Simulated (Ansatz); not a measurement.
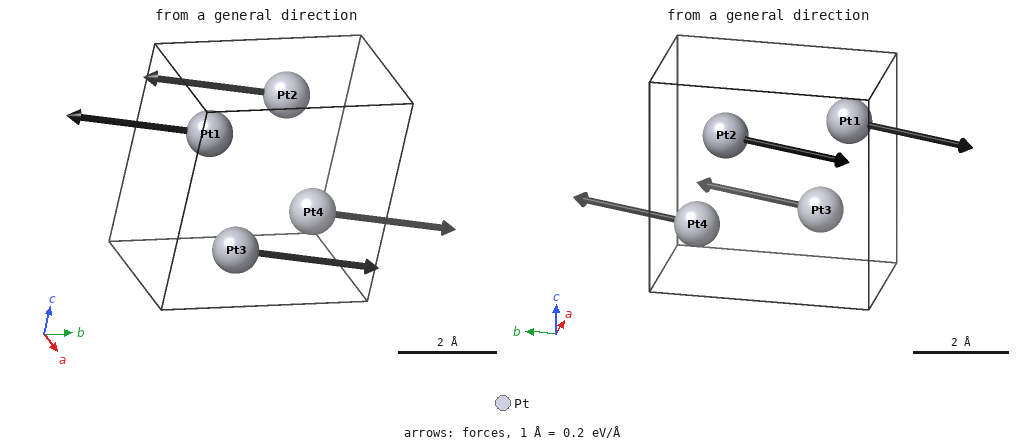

This spheres-only model is shown from two general directions. The box is the simulation cell; atoms on or close to its faces, edges and corners are drawn wherever they repeat. The arrows are the computed forces on the atoms.

System: Pt. Run with DFT r2SCAN, scalar-relativistic, plane waves, PAW in Ansatz and these settings: a basis cut at 500 eV, a 22×14×14 grid in reciprocal space, Gaussian smearing of 0.15 eV, no spin polarisation.

Could this be the end point of a relaxation?

No. The atoms still feel forces of up to about 0.52 eV/Å, far above a usual threshold of 0.01 to 0.03 eV/Å.

Where is the maximum force, and how large is it?

All Pt atoms, about 0.52 eV/Å.

Provenance: a structure listed in the Materials Project. The cell was then strained or its atoms displaced on purpose. An electronic-structure calculation with Ansatz was run on it.
